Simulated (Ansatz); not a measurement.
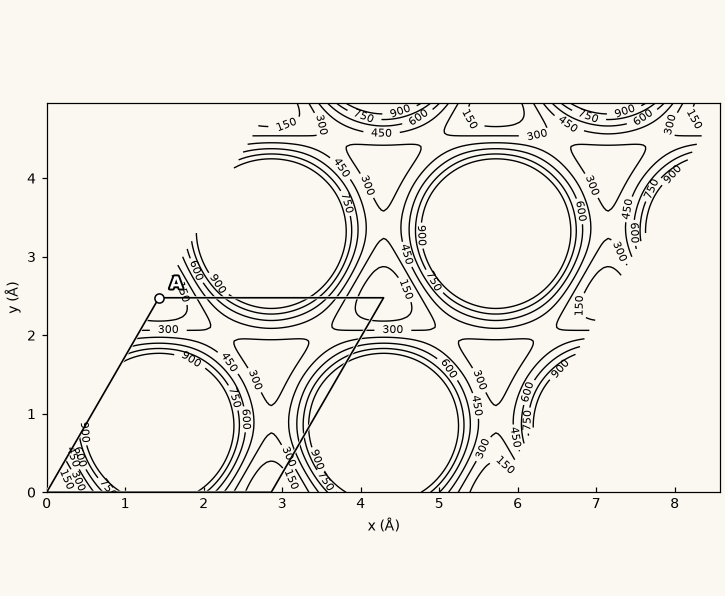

Ti3Al (P-6m2, No. 187; 8 atoms in the cell). Gamma surface: rigid slide across a plane, one fault a cell; the plane is (0 0 1) of the conventional cell, and the faces at the cut hold Al and Ti. Places are given modulo a cell vector. The map is drawn in real space over the plane of the slide. Nothing is relaxed (rigid halves, spacing across the cut fixed). The scan uses a 6 × 6 grid; 10 points were computed and 26 follow by symmetry. All energies are given in mJ/m² relative to the lowest grid point. Method: DFT LDA, scalar-relativistic, plane waves, PAW in Ansatz. Settings: cutoff 520 eV, k-mesh 15×15×3 in the order of the run's cell vectors, gaussian smearing 0.15 eV, no spin polarisation.

In the figure: contour lines labelled in mJ/m² (none above 900), the outline of one cell of the 2 × 2 shown, the point A. Between grid points the surface is interpolated.

### Find the lowest pass out of the well at A.

The easiest path leads from the well at (0/6, 0/6) of the cell vectors to the well at (4/6, 4/6) of the cell vectors, about 200 mJ/m² higher. Its highest point lies about 320 mJ/m² above the bottom of the first well on the interpolated surface, at about (0.37, 0.82) of the cell vectors. Seen from the upper well the barrier is about 116 mJ/m². The start is the relaxed structure and all else is held, so a fully relaxed path at this level can only be lower.

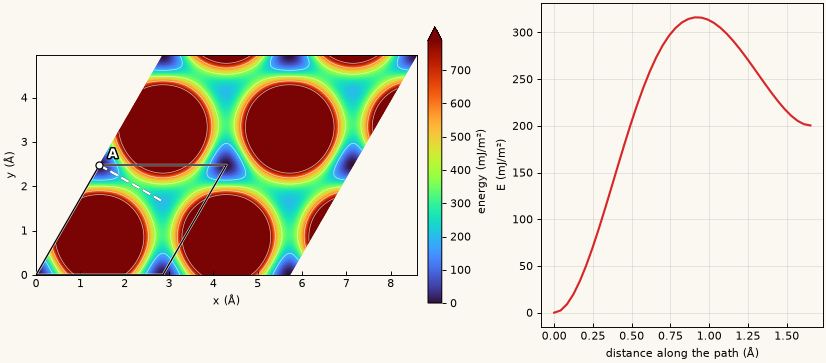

The picture shows a smooth colour map with a few white contour lines, a line along the lowest path, the outline of one cell of the 2 × 2 shown, one colour for all values above the top of the scale, the energy along the path at the right. Between grid points the surface is interpolated.
